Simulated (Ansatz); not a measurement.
**Si: geometry relaxation (part 1 of 2)**

The run: geometry relaxation of Si (R-3m, 6 atoms in the cell). Method and program: DFT PBE, scalar-relativistic, plane waves, PAW, no spin polarisation (Ansatz 0.2.0).

The structure was made by a generator, so it may or may not be a known phase. Figures and captions count atoms from 1; the log counts them from 0 in places.

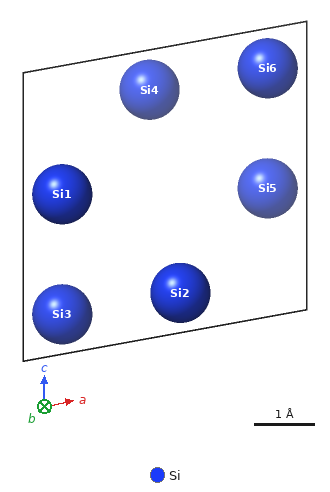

Figure 1. The starting structure (ball-and-stick view of the cell of the calculation, along the b axis; atoms are numbered from 1 in the order of the input).

**Input**
```yaml
crystal:
  lattice:
    - [3.1235657598, 1.8033915323, 3.4538820851]
    - [-3.1235657598, 1.8033915323, 3.4538820851]
    - [0.0, -3.6067830645, 3.4538820851]
  atoms:
    - { symbol: Si, position: [0.1381294166, 0.1381294166, 0.5543810511] }
    - { symbol: Si, position: [0.5543810511, 0.1381294166, 0.1381294166] }
    - { symbol: Si, position: [0.1381294166, 0.5543810511, 0.1381294166] }
    - { symbol: Si, position: [0.4456189489, 0.8618705834, 0.8618705834] }
    - { symbol: Si, position: [0.8618705834, 0.8618705834, 0.4456189489] }
    - { symbol: Si, position: [0.8618705834, 0.4456189489, 0.8618705834] }
basis:
  ecutwfc: 420
kpoints:
  mp_grid: { grid: [12, 12, 12] }
hamiltonian:
  xc: pbe
scf:
  occupations: { method: gaussian, width: 0.1 }
output:
  forces: true
  stress: true
  eigenvalues: true
  write_density: true
  write_potential: true
  elf: true
  volumetric_format: npy
relax:
  adjacent_minimum: "off"
  f_tol: 0.01
  max_steps: 80
  cell: { stress_tol: 0.05 }
```

Launch command:
```bash
ansatz run input.yaml --threads 1 --pin off --max-ram 2560MiB --backend cpu --events-out ev --progress --plain --runs-dir out
```

**What the program printed**
```
Engine: ansatz 0.2.0, aarch64-unknown-linux-gnu
Pseudopotentials: kind: paw
Pseudopotential: Si, paw, valence charge 4, recommended cutoff 420 eV (normal), Si.paw.azcp
Functional definition: PBE
  parameter kappa = 0.804
  parameter beta = 0.06672455060314922
  exchange = pbe_x(kappa = kappa, mu = beta*pi^2/3)
  correlation = pbe_c(beta = beta)
Crystal: 6 atoms, lattice volume = 116.735 Å³
Basis set: ecut = 420 eV, 2279 PW (Γ), exchange–correlation on 72×72×72 points (8 copies of the dense FFT grid, shifted against one another)
Bands: 18, of which v1, the nominal top of the filled ones, is band 12 counted from 1 (11 counted from 0)
Symmetry: 12 space group operations
Space group: R-3m (ITA 166), of the structure as read, at distance tolerance 4.9e-5 Å
k-points: 189 of 1728
Non-local potential: Si, projectors of the file, l = 0: 2, l = 1: 2, l = 2: 2
PAW form: soft (Blöchl's): semilocal exchange-correlation on the pseudo side does not see the compensation charge
PAW one-centre angular grid: Si, 110 points (default); XC on 64 Gauss nodes
Initial density: superposition of atomic densities (neutral atoms: chi_scale 0, normalization atom), corrected by the library's trained network
Initial wavefunctions: pseudopotential atomic-orbital guess
Functional: x = pbe(κ = 0.804, μ = 0.2195149727645171), c = pbe(β = 0.06672455060314922)
SCF iter   1: F=—  HF=-3812.677113 eV  |F-HF|=—  |Δ(HF+E_count)|=         —  Δρ=2.59e-3  dr2=1.09e-2  ethr=1.77e-3  ⟨swp⟩=7.0  Hψ=22170  notcnv=0
preconditioner: auto → Kerker (q_TF=auto, 2.096 Å⁻¹)  [metal: Δε(μ)=0.013 eV  Ē_g=7.466 eV  σ=0.100 eV  W_gap=0.07  n_scr=20 (ndim 8)  ℏωp=16.8 eV  f_vac=0.000  D(μ)=2.26/eV (n_scr^D=14)]
SCF iter   2: F=—  HF=-3812.677389 eV  |F-HF|=—  |Δ(HF+E_count)|=   2.76e-4  Δρ=1.58e-3  dr2=4.80e-3  ethr=4.54e-5  ⟨swp⟩=1.9  Hψ=6011  notcnv=0  defer=1
SCF iter   3: F=—  HF=-3812.677482 eV  |F-HF|=—  |Δ(HF+E_count)|=   9.32e-5  Δρ=3.13e-4  dr2=3.16e-4  ethr=2.00e-5  ⟨swp⟩=2.8  Hψ=5518  notcnv=0  defer=1
SCF iter   4: F=—  HF=-3812.677750 eV  |F-HF|=—  |Δ(HF+E_count)|=   2.68e-4  Δρ=1.20e-4  dr2=2.94e-5  ethr=1.32e-6  ⟨swp⟩=2.3  Hψ=5273  notcnv=0  defer=1
SCF iter   5: F=—  HF=-3812.677832 eV  |F-HF|=—  |Δ(HF+E_count)|=   8.15e-5  Δρ=2.97e-5  dr2=1.29e-6  ethr=1.23e-7  ⟨swp⟩=2.1  Hψ=5450  notcnv=0  defer=1
SCF iter   6: F=-3812.677834 eV  HF=-3812.677834 eV  |F-HF|=6.40e-8  |Δ(HF+E_count)|=   2.32e-6  Δρ=5.62e-6  dr2=4.09e-8  ethr=4.17e-10  ⟨swp⟩=12.5  Hψ=30397  notcnv=0
SCF 1 converged in 6 iterations: F = -3812.677834 eV  dr2 = 4.09e-8
  greatest PAW one-centre occupation: 0.656 electrons in one spin orbital (limit 2), on the Si atom at site 5 (counted from 0), in its partial waves of l = 0
relax step   1: F+E_penalty+E_count = -3812.67783391 eV  Δ(F+E_penalty+E_count) = +0.000e0 eV  max|allowed force component| = 3.978e-2 eV/Å  Δτ_max = 0.0000 Å  P = +0.099 GPa  Ω = 116.735 Å³  (6 SCF iters, dr2 threshold 1.00e-7 eV, accepted)
Crystal: 6 atoms, lattice volume = 116.825 Å³
Basis set: ecut = 420 eV, 2267 PW (Γ), exchange–correlation on 72×72×72 points (8 copies of the dense FFT grid, shifted against one another)
Initial density: handed on by an earlier stage of this run
Initial wavefunctions: those handed on with the density
iter 1 solved again at ethr=1.49e-6 eV; its pass at ethr=3.10e-3 eV (dr2=3.58e-4 eV) is discarded
SCF iter   1: F=—  HF=-3812.680524 eV  |F-HF|=—  |Δ(HF+E_count)|=         —  Δρ=6.31e-4  dr2=4.76e-4  ethr=1.49e-6  ⟨swp⟩=2.5  Hψ=22735  notcnv=0
preconditioner: auto → Kerker (q_TF=auto, 2.096 Å⁻¹)  [metal: Δε(μ)=0.004 eV  Ē_g=7.461 eV  σ=0.100 eV  W_gap=0.02  n_scr=20 (ndim 8)  ℏωp=16.8 eV  f_vac=0.002  D(μ)=2.26/eV (n_scr^D=14)]
SCF iter   2: F=—  HF=-3812.680469 eV  |F-HF|=—  |Δ(HF+E_count)|=   5.43e-5  Δρ=3.76e-4  dr2=1.67e-4  ethr=1.49e-6  ⟨swp⟩=1.0  Hψ=3402  notcnv=0
SCF iter   3: F=—  HF=-3812.680492 eV  |F-HF|=—  |Δ(HF+E_count)|=   2.28e-5  Δρ=3.31e-5  dr2=1.29e-6  ethr=6.97e-7  ⟨swp⟩=2.5  Hψ=5677  notcnv=0
SCF iter   4: F=-3812.680493 eV  HF=-3812.680493 eV  |F-HF|=4.84e-8  |Δ(HF+E_count)|=   6.02e-7  Δρ=5.76e-6  dr2=5.72e-8  ethr=1.46e-9  ⟨swp⟩=11.0  Hψ=28380  notcnv=0
SCF 2 converged in 4 iterations: F = -3812.680493 eV  dr2 = 5.72e-8
relax step   2: F+E_penalty+E_count = -3812.68049285 eV  Δ(F+E_penalty+E_count) = -2.659e-3 eV  max|allowed force component| = 4.174e-2 eV/Å  Δτ_max = 0.0072 Å  P = +0.006 GPa  Ω = 116.825 Å³  energy of the carried Pulay correction = -1.138e-5 eV  (4 SCF iters, dr2 threshold 3.49e-7 eV, accepted)
Crystal: 6 atoms, lattice volume = 116.938 Å³
iter 1 solved again at ethr=1.54e-6 eV; its pass at ethr=3.10e-3 eV (dr2=3.70e-4 eV) is discarded
SCF iter   1: F=—  HF=-3812.681132 eV  |F-HF|=—  |Δ(HF+E_count)|=         —  Δρ=4.55e-4  dr2=4.38e-4  ethr=1.54e-6  ⟨swp⟩=2.8  Hψ=21485  notcnv=0
preconditioner: auto → Kerker (q_TF=auto, 2.095 Å⁻¹)  [metal: Δε(μ)=0.012 eV  Ē_g=7.457 eV  σ=0.100 eV  W_gap=0.07  n_scr=20 (ndim 8)  ℏωp=16.8 eV  f_vac=0.002  D(μ)=2.24/eV (n_scr^D=14)]
SCF iter   2: F=—  HF=-3812.681040 eV  |F-HF|=—  |Δ(HF+E_count)|=   9.22e-5  Δρ=2.53e-4  dr2=1.31e-4  ethr=1.54e-6  ⟨swp⟩=1.3  Hψ=3867  notcnv=0
SCF iter   3: F=—  HF=-3812.681004 eV  |F-HF|=—  |Δ(HF+E_count)|=   3.63e-5  Δρ=2.92e-5  dr2=1.16e-6  ethr=5.46e-7  ⟨swp⟩=2.6  Hψ=5290  notcnv=0
SCF iter   4: F=—  HF=-3812.681049 eV  |F-HF|=—  |Δ(HF+E_count)|=   4.50e-5  Δρ=5.68e-6  dr2=6.97e-8  ethr=4.54e-10  ⟨swp⟩=11.3  Hψ=28801  notcnv=0
SCF iter   5: F=-3812.681049 eV  HF=-3812.681049 eV  |F-HF|=1.72e-8  |Δ(HF+E_count)|=   6.47e-8  Δρ=2.15e-6  dr2=1.08e-8  ethr=2.90e-10  ⟨swp⟩=6.6  Hψ=21556  notcnv=0
SCF 3 converged in 5 iterations: F = -3812.681049 eV  dr2 = 1.08e-8
relax step   3: F+E_penalty+E_count = -3812.68104886 eV  Δ(F+E_penalty+E_count) = -5.560e-4 eV  max|allowed force component| = 6.306e-3 eV/Å  Δτ_max = 0.0045 Å  P = -0.041 GPa  Ω = 116.938 Å³  energy of the carried Pulay correction = -2.574e-5 eV  (5 SCF iters, dr2 threshold 1.09e-7 eV, accepted)
Crystal: 6 atoms, lattice volume = 116.846 Å³
iter 1 solved again at ethr=1.75e-8 eV; its pass at ethr=3.10e-3 eV (dr2=4.20e-6 eV) is discarded
SCF iter   1: F=—  HF=-3812.681038 eV  |F-HF|=—  |Δ(HF+E_count)|=         —  Δρ=4.89e-5  dr2=4.96e-6  ethr=1.75e-8  ⟨swp⟩=2.4  Hψ=21910  notcnv=0
preconditioner: auto → Kerker (q_TF=auto, 2.096 Å⁻¹)  [metal: Δε(μ)=0.011 eV  Ē_g=7.459 eV  σ=0.100 eV  W_gap=0.06  n_scr=20 (ndim 8)  ℏωp=16.8 eV  f_vac=0.002  D(μ)=2.24/eV (n_scr^D=14)]
SCF iter   2: F=—  HF=-3812.681081 eV  |F-HF|=—  |Δ(HF+E_count)|=   4.30e-5  Δρ=2.95e-5  dr2=1.80e-6  ethr=1.75e-8  ⟨swp⟩=1.0  Hψ=3424  notcnv=0
SCF iter   3: F=—  HF=-3812.681080 eV  |F-HF|=—  |Δ(HF+E_count)|=   4.85e-7  Δρ=5.22e-6  dr2=8.26e-8  ethr=7.50e-9  ⟨swp⟩=2.7  Hψ=5339  notcnv=0
SCF iter   4: F=-3812.681080 eV  HF=-3812.681080 eV  |F-HF|=9.84e-9  |Δ(HF+E_count)|=   2.53e-8  Δρ=1.77e-6  dr2=7.16e-9  ethr=3.17e-11  ⟨swp⟩=6.3  Hψ=21611  notcnv=0
SCF 4 converged in 4 iterations: F = -3812.681080 eV  dr2 = 7.16e-9
relax step   4: F+E_penalty+E_count = -3812.68108049 eV  Δ(F+E_penalty+E_count) = -3.163e-5 eV  max|allowed force component| = 1.639e-3 eV/Å  Δτ_max = 0.0005 Å  P = +0.015 GPa  Ω = 116.846 Å³  energy of the carried Pulay correction = -1.413e-5 eV  (4 SCF iters, dr2 threshold 7.62e-9 eV, accepted)
Initial wavefunctions: pseudopotential atomic-orbital guess (no wavefunctions were taken with the density)
iter 1 solved again at ethr=4.66e-8 eV; its pass at ethr=3.10e-3 eV (dr2=1.12e-5 eV) is discarded
SCF iter   1: F=—  HF=-3812.681052 eV  |F-HF|=—  |Δ(HF+E_count)|=         —  Δρ=6.64e-6  dr2=1.07e-8  ethr=4.66e-8  ⟨swp⟩=4.1  Hψ=33470  notcnv=0
preconditioner: auto → Kerker (q_TF=auto, 2.096 Å⁻¹)  [metal: Δε(μ)=0.012 eV  Ē_g=7.459 eV  σ=0.100 eV  W_gap=0.06  n_scr=20 (ndim 8)  ℏωp=16.8 eV  f_vac=0.002  D(μ)=2.24/eV (n_scr^D=14)]
SCF iter   2: F=—  HF=-3812.681096 eV  |F-HF|=—  |Δ(HF+E_count)|=   4.32e-5  Δρ=3.61e-6  dr2=5.54e-9  ethr=4.45e-11  ⟨swp⟩=2.6  Hψ=6385  notcnv=0
SCF iter   3: F=—  HF=-3812.681096 eV  |F-HF|=—  |Δ(HF+E_count)|=   4.04e-8  Δρ=6.94e-7  dr2=1.20e-9  ethr=2.31e-11  ⟨swp⟩=2.0  Hψ=5640  notcnv=0
SCF iter   4: F=—  HF=-3812.681096 eV  |F-HF|=—  |Δ(HF+E_count)|=   1.19e-9  Δρ=5.33e-7  dr2=3.49e-10  ethr=5.02e-12  ⟨swp⟩=2.2  Hψ=5404  notcnv=0
SCF iter   5: F=-3812.681096 eV  HF=-3812.681096 eV  |F-HF|=9.09e-13  |Δ(HF+E_count)|=  7.53e-10  Δρ=4.50e-8  dr2=2.67e-12  ethr=1.00e-12  ⟨swp⟩=5.7  Hψ=19936  notcnv=0
SCF 5 converged in 5 iterations: F = -3812.681096 eV  dr2 = 2.67e-12
relax step   5: F+E_penalty+E_count = -3812.68109568 eV  Δ(F+E_penalty+E_count) = -1.518e-5 eV  max|allowed force component| = 1.610e-3 eV/Å  Δτ_max = 0.0000 Å  P = +0.015 GPa  Ω = 116.846 Å³  stress off target by 1.91e-2 GPa  SCF on the basis re-selected at this cell (its energy is not comparable with the rows above)  (5 SCF iters)
```

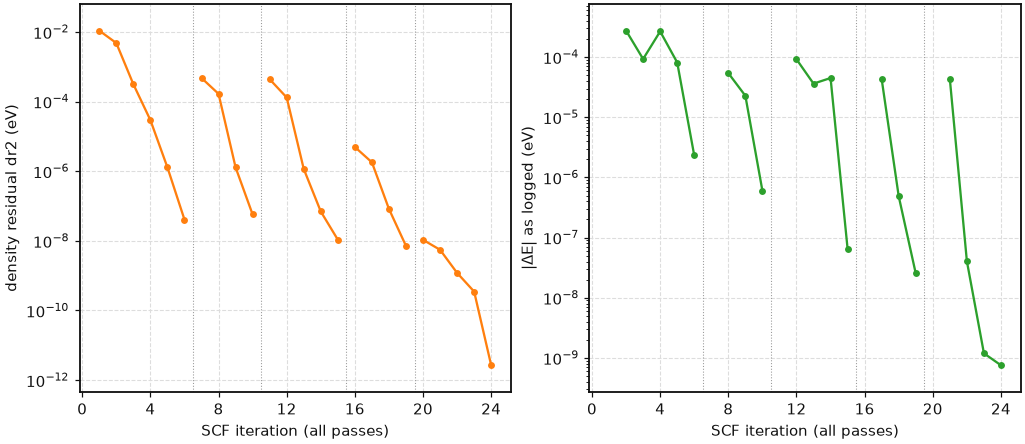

Figure 2. Convergence of the self-consistent field: density residual dr2 and size of the energy change against the SCF iteration. The dotted lines part the SCF passes of the relaxation: geometry steps, rejected trials and re-solves on a re-selected basis. The 5 passes take 4 to 6 iterations each, 24 in all.

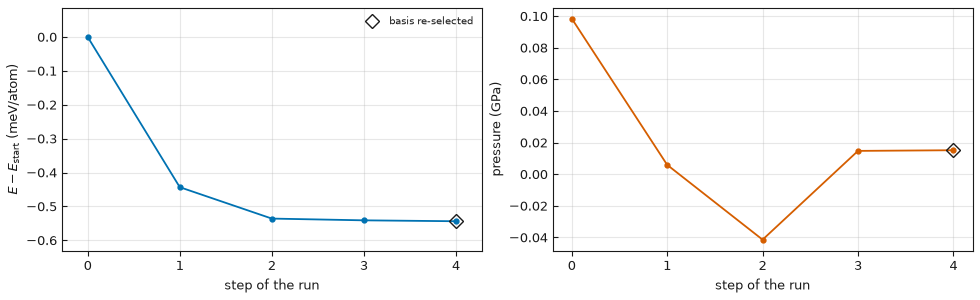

Figure 3. Progress of the relaxation, step by step (the first geometry is step 0 here and step 1 in the log).

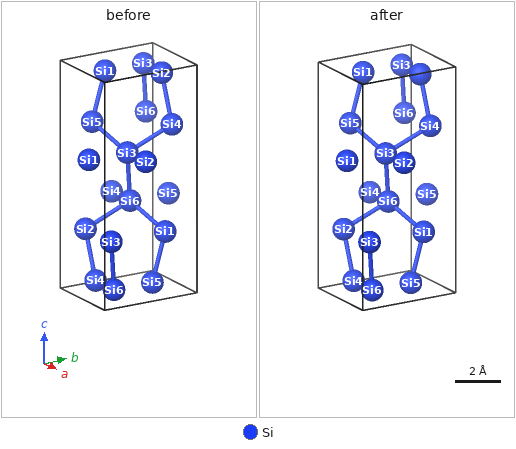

Figure 4. Before (left) and after (right) the relaxation, at one scale (ball-and-stick view of the cell 3 times as large as that of the calculation, set on its symmetry axes, seen slightly off an axis). The largest moves relative to the cell, 0.009 Å, are those of Si1, Si2, Si3, Si4, Si5 and Si6. Cell: a = b 6.247 → 6.275 Å (+0.5 %), c 10.362 → 10.279 Å (−0.8 %). Volume +0.1 %. Among the contacts that change: Si1–Si4 2.409 → 2.404 Å. The space group stays R-3m (No. 166). Over 3 geometry steps the energy falls by 0.5 meV per atom. Largest force component: 0.04 eV/Å at the start, 0.0016 eV/Å at the end. Pressure: 0.10 GPa at the start and 0.02 GPa at the end. A last SCF at the same geometry on a re-selected plane-wave basis shifts the energy by next to nothing (0.0 meV per atom). (Atoms are counted from 1 in the order of the input.)
